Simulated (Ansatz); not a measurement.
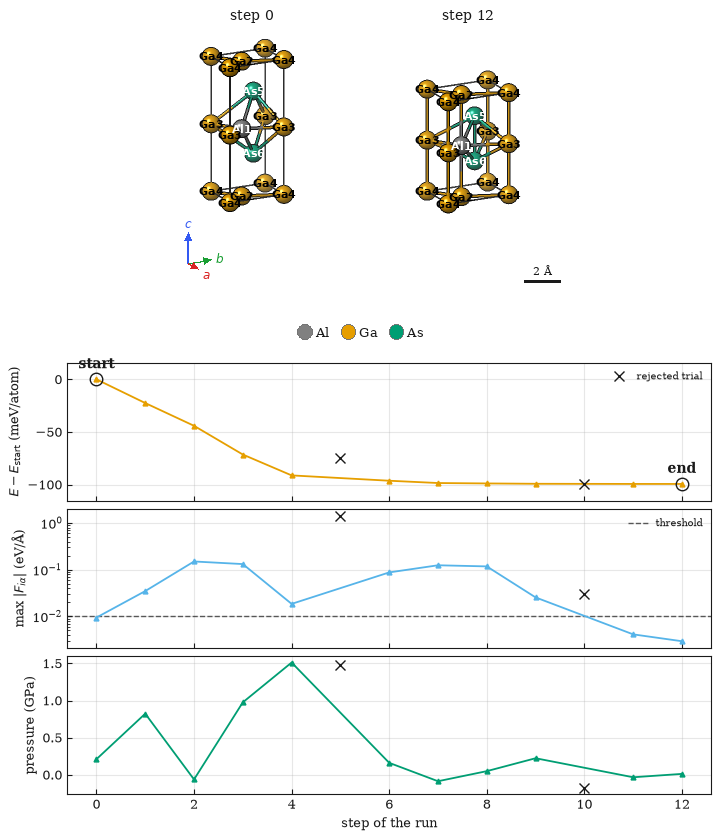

First and last geometry of a relaxation of solid AlGa3As2 (a generated structure, set up in P-6m2), with the history of the run. A ball-and-stick model of the cell of the calculation, seen slightly off an axis.

Computed with DFT PBE, scalar-relativistic, plane waves, PAW (Ansatz 0.2.0).

Input
```yaml
crystal:
  lattice:
    - [4.2799703216, 0.0, 0.0]
    - [-2.1399851608, 3.706563026, 0.0]
    - [0.0, 0.0, 7.7334732585]
  atoms:
    - { symbol: Al, position: [0.6666666667, 0.3333333333, 0.5] }
    - { symbol: Ga, position: [0.6666666667, 0.3333333333, 0.0] }
    - { symbol: Ga, position: [0.0, 0.0, 0.5] }
    - { symbol: Ga, position: [0.0, 0.0, 0.0] }
    - { symbol: As, position: [0.3333333333, 0.6666666667, 0.7311127509] }
    - { symbol: As, position: [0.3333333333, 0.6666666667, 0.2688872491] }
basis:
  ecutwfc: 420
kpoints:
  mp_grid: { grid: [12, 12, 6] }
hamiltonian:
  xc: pbe
scf:
  occupations: { method: gaussian, width: 0.1 }
output:
  forces: true
  stress: true
  eigenvalues: true
  write_density: true
  write_potential: true
  elf: true
  volumetric_format: npy
relax:
  adjacent_minimum: "off"
  f_tol: 0.01
  max_steps: 80
  cell: { stress_tol: 0.05 }
```

Run as
```bash
ansatz run input.yaml --threads 1 --pin off --max-ram 2560MiB --backend cpu --events-out ev --progress --plain --runs-dir out
```

**Read the history and describe the run.**

The run was cut off at its time limit before the program reported convergence, but its last step already meets the force threshold: the largest component is 0.0029 eV/Å against 0.01 eV/Å. The pressure is within 0.01 GPa of its target. After 10 accepted moves (12 points after the start) the energy has fallen by 99.3 meV per atom. The largest force component goes from 0.0094 to 0.0029 eV/Å. Pressure: 0.21 GPa at the start and 0.01 GPa at the end. The line search rejected the trial steps at points 5, 10 of the run. The largest moves relative to the cell, 0.057 Å, are those of As5 and As6. As5 goes along −c. Al and Ga stay in place. Cell: a = b 4.280 → 4.803 Å (+12.2 %), c 7.733 → 5.856 Å (−24.3 %). Volume −4.6 %. Among the contacts that change: As5–As6 3.575 → 2.594 Å, Al1–Ga2 3.867 → 2.928 Å, Ga3–Ga4 3.867 → 2.928 Å, As5–As6 (another image) 4.159 → 3.262 Å. New bonds form: Al1–Ga2 (3.87 → 2.93 Å), Ga3–Ga4 (3.87 → 2.93 Å). The space group stays P-6m2 (No. 187). The run took 12 min on 1 thread of AMD EPYC 7R43 64-Core Processor (Zen 3) (shared host), peak memory 0.7 GiB.
